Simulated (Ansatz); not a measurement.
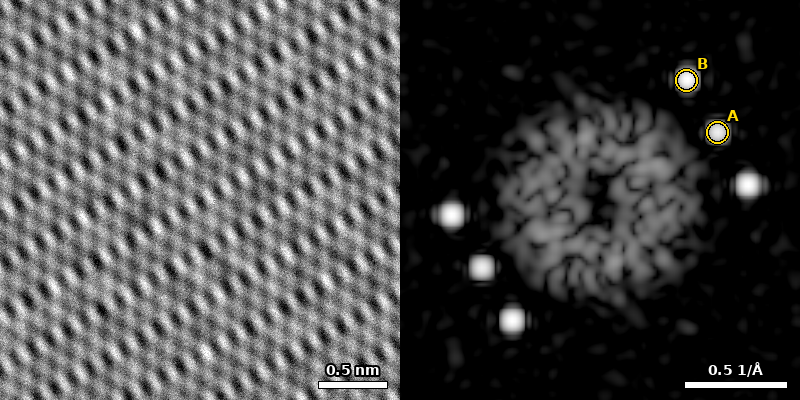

HRTEM-like image of a crystal. Simulated in the weak-phase-object approximation with neutral-atom potentials: 80 kV, Cs = −20 µm, defocus +110 Å (negative is underfocus), defocus spread 15 Å, aperture 0.78 1/Å. Shot noise and the speckle of an amorphous layer were added.

The right panel is the modulus of the image's Fourier transform on a logarithmic scale.

**Which lattice spacings do the marked spots stand for, and what angle do A and B enclose?**

A: 1.5 Å, B: 1.4 Å; A and B enclose about 24°.

The crystal is Co (P6/mmm, No. 191) along [102]; the spots are (-2 1 1) and (-2 0 1). Structure used: the end point of a relaxation with DFT, PBEsol, plane waves (420 eV) with PAW, scalar-relativistic (Ansatz 0.2.0); the starting structure was generated, so it need not be a known form of this composition.
